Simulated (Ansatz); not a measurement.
Single-point calculation, with input and output: C (part 2 of 2)

The same run, continued: C (P6₃mc, 48 atoms in the cell); DFT PBE, scalar-relativistic, plane waves, PAW, no spin polarisation (Ansatz 0.2.0); cutoff 420 eV, 2×2×2 k-mesh, Gaussian smearing of 0.05 eV. The structure derives from an entry of the Crystallography Open Database.

**What the program printed, continued**
```
--- Forces (eV/Å), atoms counted from 1 ---
  atom   1  C      0.00067006    -0.00038686     0.56532415
  atom   2  C      0.00067006    -0.00038686     0.56532415
  atom   3  C      0.00067006    -0.00038686     0.56532415
  atom   4  C      0.00067006    -0.00038686     0.56532415
  atom   5  C      0.00067006    -0.00038686     0.56532415
  atom   6  C      0.00067006    -0.00038686     0.56532415
  atom   7  C      0.00067006    -0.00038686     0.56532415
  atom   8  C      0.00067006    -0.00038686     0.56532415
  atom   9  C      0.00067006    -0.00038686     0.56532415
  atom  10  C      0.00067006    -0.00038686     0.56532415
  atom  11  C      0.00067006    -0.00038686     0.56532415
  atom  12  C      0.00067006    -0.00038686     0.56532415
  atom  13  C     -0.00067006     0.00038686     0.56532415
  atom  14  C     -0.00067006     0.00038686     0.56532415
  atom  15  C     -0.00067006     0.00038686     0.56532415
  atom  16  C     -0.00067006     0.00038686     0.56532415
  atom  17  C     -0.00067006     0.00038686     0.56532415
  atom  18  C     -0.00067006     0.00038686     0.56532415
  atom  19  C     -0.00067006     0.00038686     0.56532415
  atom  20  C     -0.00067006     0.00038686     0.56532415
  atom  21  C     -0.00067006     0.00038686     0.56532415
  atom  22  C     -0.00067006     0.00038686     0.56532415
  atom  23  C     -0.00067006     0.00038686     0.56532415
  atom  24  C     -0.00067006     0.00038686     0.56532415
  atom  25  C      0.00010980    -0.00006339    -0.56532328
  atom  26  C      0.00010980    -0.00006339    -0.56532328
  atom  27  C      0.00010980    -0.00006339    -0.56532328
  atom  28  C      0.00010980    -0.00006339    -0.56532328
  atom  29  C      0.00010980    -0.00006339    -0.56532328
  atom  30  C      0.00010980    -0.00006339    -0.56532328
  atom  31  C      0.00010980    -0.00006339    -0.56532328
  atom  32  C      0.00010980    -0.00006339    -0.56532328
  atom  33  C      0.00010980    -0.00006339    -0.56532328
  atom  34  C      0.00010980    -0.00006339    -0.56532328
  atom  35  C      0.00010980    -0.00006339    -0.56532328
  atom  36  C      0.00010980    -0.00006339    -0.56532328
  atom  37  C     -0.00010980     0.00006339    -0.56532328
  atom  38  C     -0.00010980     0.00006339    -0.56532328
  atom  39  C     -0.00010980     0.00006339    -0.56532328
  atom  40  C     -0.00010980     0.00006339    -0.56532328
  atom  41  C     -0.00010980     0.00006339    -0.56532328
  atom  42  C     -0.00010980     0.00006339    -0.56532328
  atom  43  C     -0.00010980     0.00006339    -0.56532328
  atom  44  C     -0.00010980     0.00006339    -0.56532328
  atom  45  C     -0.00010980     0.00006339    -0.56532328
  atom  46  C     -0.00010980     0.00006339    -0.56532328
  atom  47  C     -0.00010980     0.00006339    -0.56532328
  atom  48  C     -0.00010980     0.00006339    -0.56532328
  max |Σ_I F_I| component: 2.09e-5 eV/Å
--- Band table (eV; the first three rows and the last of 5) ---
  k-point 0: bands = ["-12.7863", "-12.5115", "-10.8300", "-10.8300", "-10.7122", "-10.7122", "-10.7122", "-10.7122", "-10.7122", "-10.7122", "-10.7122", "-10.7122", "-10.5881", "-10.5881", "-7.4868", "-7.4314", "-7.4314", "-7.4314", "-7.4314", "-7.3847", "-6.4096", "-6.3790", "-6.3790", "-6.3790", "-6.3790", "-6.3324", "-5.8416", "-5.8416", "-5.7534", "-5.7534", "-5.7534", "-5.7534", "-5.6689", "-5.6689", "-3.6883", "-3.6883", "-3.6883", "-3.6883", "-1.6230", "-0.9550", "-0.9550", "-0.9298", "-0.9298", "-0.9298", "-0.9298", "-0.9298", "-0.9298", "-0.9298", "-0.9298", "-0.9057", "-0.9057", "0.2356", "0.4013", "0.4155", "0.4155", "0.4258", "0.4258", "0.4258", "0.4258", "0.4324", "0.4324", "0.4324", "0.4324", "0.4324", "0.4324", "0.4324", "0.4324", "0.4508", "0.4513", "0.4513", "0.7286", "0.7286", "1.4965", "1.4965", "1.4965", "1.4965", "1.4965", "1.4965", "1.4965", "1.4965", "2.4106", "2.4106", "3.7899", "3.7899", "3.8057", "3.8058", "4.0782", "4.4568", "4.4568", "4.4568", "4.4568", "4.7249", "6.2068", "6.2068", "6.7828", "6.7828", "6.7828", "6.7828", "7.4674", "7.4674", "8.3068", "8.4526", "8.4526", "8.4526", "8.4526", "8.9490", "10.9923", "12.9069", "12.9069", "13.0496", "13.0496", "13.1014", "13.1014", "13.1014", "13.1014", "13.1014", "13.1014", "13.1014", "13.1014", "13.7492", "13.7492", "13.9744", "14.1511", "14.1511", "14.1511", "14.1511", "14.3353", "15.1052", "15.1053", "15.1506", "15.1507", "15.6714", "15.6714", "15.6714", "15.6714", "15.6714", "15.6714", "15.6714", "15.6714", "16.6967", "16.6967", "16.9037", "16.9037", "16.9037"]
  k-point 1: bands = ["-12.2926", "-12.2926", "-12.0263", "-12.0263", "-11.1923", "-11.1923", "-11.1923", "-11.1923", "-9.2955", "-9.2955", "-9.2955", "-9.2955", "-9.2955", "-9.2955", "-9.2955", "-9.2955", "-8.4812", "-8.4812", "-8.2799", "-8.2799", "-7.0637", "-7.0637", "-6.9658", "-6.9658", "-6.0100", "-6.0100", "-5.9422", "-5.9422", "-3.7862", "-3.7862", "-3.7862", "-3.7862", "-3.7862", "-3.7862", "-3.7862", "-3.7862", "-3.7265", "-3.7265", "-3.6574", "-3.6574", "-2.1222", "-2.1222", "-2.0709", "-2.0709", "-1.4269", "-1.4269", "-1.3406", "-1.3406", "-1.0247", "-1.0247", "-0.5889", "-0.5889", "-0.5889", "-0.5889", "0.2704", "0.2704", "0.2704", "0.2704", "0.2704", "0.2704", "0.2704", "0.2704", "0.7940", "0.7940", "0.9386", "0.9386", "0.9386", "0.9386", "1.7924", "1.7924", "1.7924", "1.7924", "2.0975", "2.0975", "2.1261", "2.1261", "2.7751", "2.7751", "2.7963", "2.7963", "3.0463", "3.0463", "3.0463", "3.0463", "3.0463", "3.0463", "3.0463", "3.0463", "3.4408", "3.4408", "4.6736", "4.6736", "4.7980", "4.7980", "5.3068", "5.3068", "8.2192", "8.2192", "8.5143", "8.5143", "9.3200", "9.3200", "9.8764", "9.8764", "10.4859", "10.4859", "10.4859", "10.4859", "10.4859", "10.4859", "10.4859", "10.4859", "11.5880", "11.5880", "13.8572", "13.8572", "13.8572", "13.8572", "14.7742", "14.7742", "14.7742", "14.7742", "15.0472", "15.0472", "15.0472", "15.0472", "15.0472", "15.0472", "15.0472", "15.0472", "15.4235", "15.4235", "15.4632", "15.4632", "15.4632", "15.4632", "15.5393", "15.5393", "16.3465", "16.3465", "16.4322", "16.4322", "16.4418", "16.4418"]
  k-point 2: bands = ["-12.2555", "-12.2555", "-12.0673", "-12.0673", "-11.2789", "-11.2789", "-11.1022", "-11.1022", "-9.3711", "-9.3711", "-9.3711", "-9.3711", "-9.2173", "-9.2173", "-9.2173", "-9.2173", "-8.4527", "-8.4527", "-8.3105", "-8.3105", "-7.0475", "-7.0475", "-6.9779", "-6.9779", "-6.0039", "-6.0039", "-5.9556", "-5.9556", "-3.8325", "-3.8325", "-3.8325", "-3.8325", "-3.7388", "-3.7388", "-3.7388", "-3.7388", "-3.7160", "-3.7160", "-3.6671", "-3.6671", "-2.1164", "-2.1164", "-2.0800", "-2.0800", "-1.4146", "-1.4146", "-1.3537", "-1.3537", "-0.7961", "-0.7961", "-0.6203", "-0.6203", "-0.5573", "-0.5573", "0.2496", "0.2496", "0.2497", "0.2497", "0.2916", "0.2916", "0.2917", "0.2917", "0.3708", "0.3708", "0.4777", "0.4777", "1.5827", "1.5827", "1.7772", "1.7772", "1.8077", "1.8077", "2.1018", "2.1018", "2.1221", "2.1221", "2.5553", "2.5553", "2.5553", "2.5553", "2.7779", "2.7779", "2.7929", "2.7929", "3.5863", "3.5863", "3.5863", "3.5863", "3.6204", "3.6204", "4.5765", "4.5765", "4.7919", "4.7919", "5.2505", "5.2505", "8.1886", "8.1886", "8.4130", "8.4130", "9.4020", "9.4020", "9.7937", "9.7937", "10.2103", "10.2103", "10.2104", "10.2104", "10.8115", "10.8115", "10.8116", "10.8116", "12.2841", "12.2841", "13.2732", "13.2732", "13.8337", "13.8337", "14.3310", "14.3310", "14.7593", "14.7593", "14.9271", "14.9271", "14.9271", "14.9271", "14.9789", "14.9789", "15.1420", "15.1420", "15.1420", "15.1420", "15.3976", "15.3976", "15.5259", "15.5259", "15.8982", "15.8982", "15.8982", "15.8982", "16.1939", "16.1939", "16.4961", "16.4961"]
  k-point 4: bands = ["-12.1634", "-12.1634", "-12.1634", "-12.1634", "-11.3139", "-11.3139", "-11.0638", "-11.0638", "-9.4018", "-9.4018", "-9.4018", "-9.4018", "-9.1842", "-9.1842", "-9.1842", "-9.1842", "-8.3827", "-8.3827", "-8.3827", "-8.3827", "-7.0107", "-7.0107", "-7.0107", "-7.0107", "-5.9832", "-5.9832", "-5.9832", "-5.9832", "-3.8514", "-3.8514", "-3.8514", "-3.8514", "-3.7190", "-3.7190", "-3.7190", "-3.7190", "-3.6911", "-3.6911", "-3.6911", "-3.6911", "-2.0993", "-2.0993", "-2.0993", "-2.0993", "-1.3843", "-1.3843", "-1.3843", "-1.3843", "-0.6332", "-0.6332", "-0.5440", "-0.5440", "-0.2010", "-0.2010", "-0.2010", "-0.2010", "0.1521", "0.1521", "0.2409", "0.2409", "0.2409", "0.2409", "0.3005", "0.3005", "0.3005", "0.3005", "1.7711", "1.7711", "1.8140", "1.8140", "1.8810", "1.8810", "2.1120", "2.1120", "2.1120", "2.1120", "2.3632", "2.3632", "2.3632", "2.3632", "2.7855", "2.7855", "2.7855", "2.7855", "3.8284", "3.8284", "3.8284", "3.8284", "4.0781", "4.0781", "4.0781", "4.0781", "5.0513", "5.0513", "5.0513", "5.0513", "8.2363", "8.2363", "8.2363", "8.2363", "9.5987", "9.5987", "9.5987", "9.5987", "10.1147", "10.1147", "10.1147", "10.1147", "10.9590", "10.9590", "10.9590", "10.9590", "12.7266", "12.7266", "13.7222", "13.7222", "14.0451", "14.0451", "14.0451", "14.0451", "14.3804", "14.3804", "14.7249", "14.7249", "14.8570", "14.8570", "14.8570", "14.8570", "14.9803", "14.9803", "15.0989", "15.0989", "15.0989", "15.0989", "15.4251", "15.4251", "15.4251", "15.4251", "15.5104", "15.5104", "15.5104", "15.5104", "16.6283", "16.6283"]
```

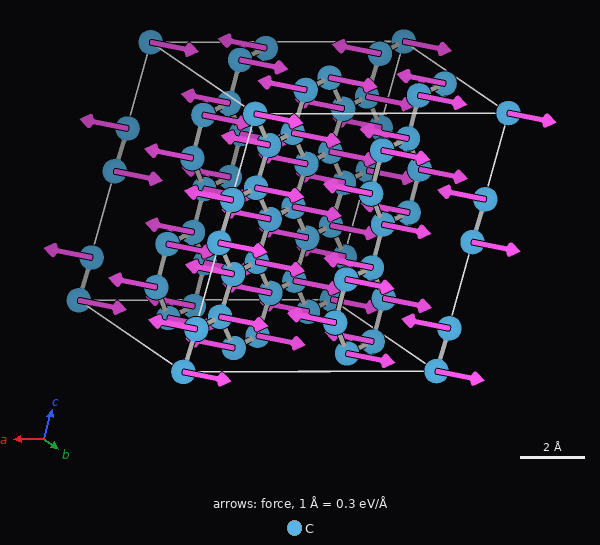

Forces on the atoms as pink arrows (ball-and-stick view of the cell of the calculation, seen at an oblique angle). The largest act on all 48 C atoms (0.57 eV/Å). Atoms are counted from 1 in the order of the input and aren't labelled in the picture. The geometry is not a stationary point of this energy.

**Summary**

- outcome: converged
- space group (tolerance 0.01 Å): P6₃mc (186)
- electrons treated: 192
- free energy: −12043.5814 eV
- Fermi energy: 6.797 eV
- gap on the k-point mesh: none (metallic)
- largest force (length of the vector): 0.565 eV/Å
- wall time: 5.2 s (CPU time 20 s)
- peak memory: 1.6 GiB

**Remarks**

Warnings of the run: the structure was made exactly symmetric.
